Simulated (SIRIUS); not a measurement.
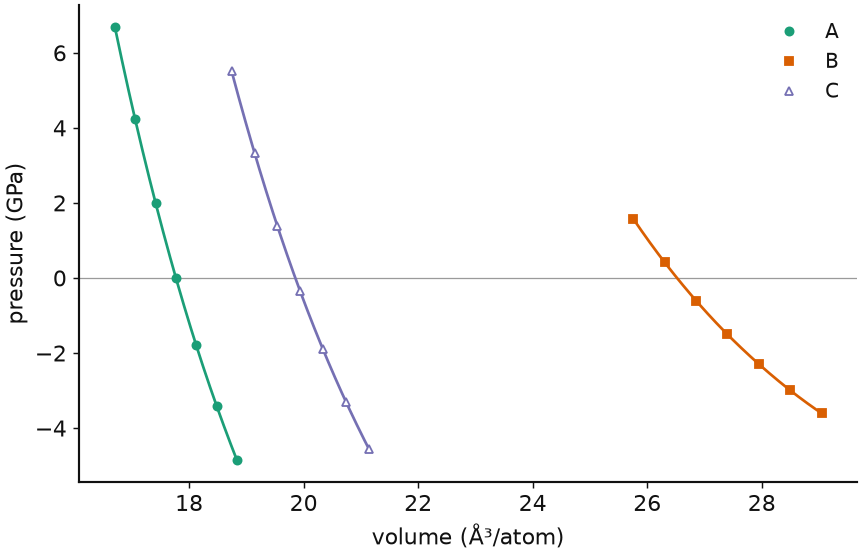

The plot gives the computed pressure against volume, with one curve for each compound, for CuI, PbO and SnO (all in space group P4/nmm (No. 129)). The labels are replaced by letters.

Computed with SIRIUS 7.12.0: plane-wave DFT, no spin polarisation; energies at scaled volumes of the given cell, shape and fractions fixed, counted from the fit's minimum, third-order Birch-Murnaghan fit. Level: PBEsol.

- occupations: Fermi–Dirac
- smearing width: 0.05 eV
- potentials: dojo sr pbesol 0.4.1 standard

Question: Which letter stands for which compound?

Answer: A: SnO; B: CuI; C: PbO.

Limits of the calculation: spin-orbit coupling left out, heavy elements (PbO); shape and atomic fractions are frozen while scaling, which makes layered, chain and framework solids too stiff.
